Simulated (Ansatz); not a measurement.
CoSn₂

Input file:

```
crystal:
  lattice:
    - [-3.1825, 3.1825, 2.7285]
    - [3.1825, -3.1825, 2.7285]
    - [3.1825, 3.1825, -2.7285]
  atoms:
    - { symbol: Co, position: [0.25, 0.25, 0.0] }
    - { symbol: Co, position: [0.75, 0.75, 0.0] }
    - { symbol: Sn, position: [0.658, 0.158, 0.816] }
    - { symbol: Sn, position: [0.158, 0.342, 0.5] }
    - { symbol: Sn, position: [0.342, 0.842, 0.184] }
    - { symbol: Sn, position: [0.842, 0.658, 0.5] }
basis:
  ecutwfc: 420
kpoints:
  mp_grid: { grid: [8, 8, 8] }
hamiltonian:
  xc: pbesol
scf:
  occupations: { method: gaussian, width: 0.1 }
output:
  forces: true
  stress: true
  eigenvalues: true
  write_density: true
  write_potential: true
  elf: true
  volumetric_format: npy
relax:
  adjacent_minimum: "off"
  f_tol: 0.005
  max_steps: 80
  cell: { stress_tol: 0.05 }
```

Run with:

```sh
ansatz run input.yaml --threads 1 --pin off --max-ram 2560MiB --backend cpu --events-out ev --progress --plain --runs-dir out
```

Below, planes, directions and counts refer to the conventional cell (a = 6.28 Å, b = 6.28 Å, c = 5.40 Å, α = 90.00°, β = 90.00°, γ = 90.00°).

The fields are those of the run's last geometry, not of the input's.

Space group I4/mcm; computed without spin polarisation.

Computed with DFT PBEsol, scalar-relativistic, plane waves, PAW in Ansatz 0.2.0.

> Predict the valence pseudo-density and electron localisation function between the atoms.

Co–Co (2.70 Å): ρ is about 0.26 e/Å³ halfway; the ELF is about 0.35 at the midpoint.

> Does the calculation give a band gap?

It is metallic or semimetallic at this level of theory: no gap opens.

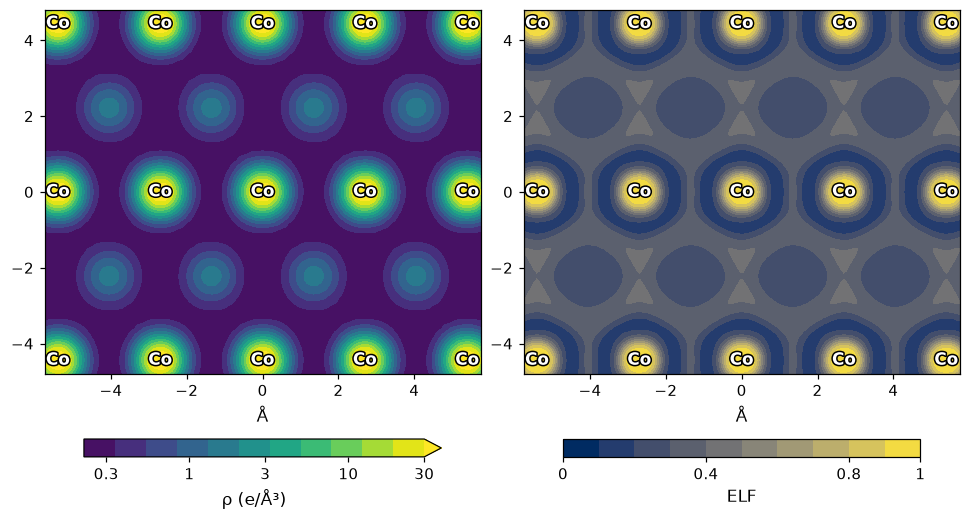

Computed valence pseudo-density and electron localisation function on the (11̄0) plane of the conventional cell, in this order. Atoms just off the plane (Sn, 0.7 Å away) can leave unmarked features too.
